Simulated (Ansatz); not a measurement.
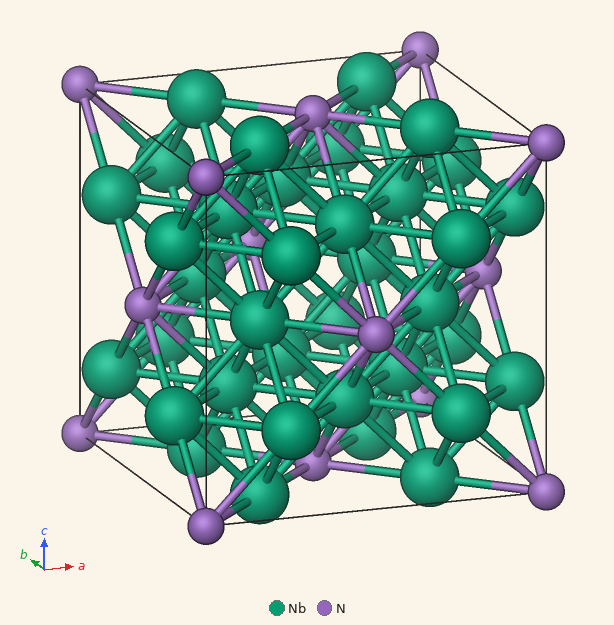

View slightly off an axis, drawn as a ball-and-stick model. The conventional unit cell is outlined; an atom on or near a face, edge or corner is repeated at each equivalent position. Cell: a = 7.86 Å, b = 7.86 Å, c = 7.86 Å, α = 90.00°, β = 90.00°, γ = 90.00°.

The model was built from a random cell made by a generator, so it need not be a real form of the compound. Earlier steps of the study, as a rule a relaxation of our own, may have changed the cell and positions, so they can lie some per cent off the listed ones. It was run through Ansatz as a DFT input.

What structure is drawn here?

The material is Nb$_{6}$N. It takes space group Fm-3m (No. 225) on a face-centred cubic lattice. With Z = 4, the cell contains 24 Nb, 4 N. The neighbours of Nb are eight Nb and two N (about 2.8 Å to Nb, 2.8 Å to N). N is linked to twelve Nb in a cuboctahedral arrangement at about 2.8 Å. The bonds build a three-dimensional framework.

All computed values are from DFT PBE, scalar-relativistic, plane waves, PAW (Ansatz 0.2.0). Settings: 420 eV cutoff, k-points about 0.17 Å⁻¹ apart, Gaussian smearing of 0.1 eV, no spin polarisation.

Is the electronic structure metallic or gapped?

A metal: bands cross the Fermi level.

What does a Bader analysis give?

Nb +0.22 e; N -1.31 e.

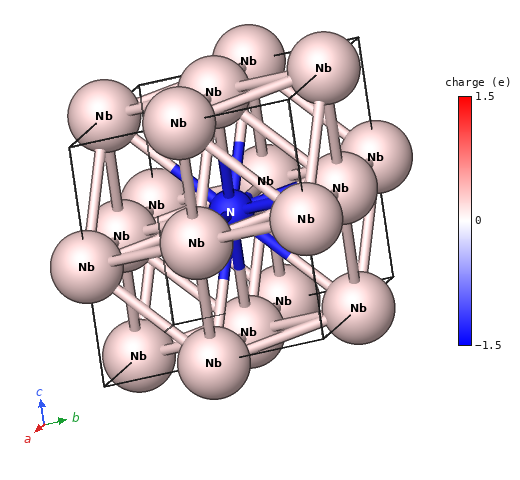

The atoms coloured by those charges. The run's cell of 7 atoms is drawn, so axes and origin can differ from the first picture.

Can this geometry be taken as optimised?

Yes. All forces vanish to within 0.01 eV/Å. The pressure is 0.0 GPa, close to zero.
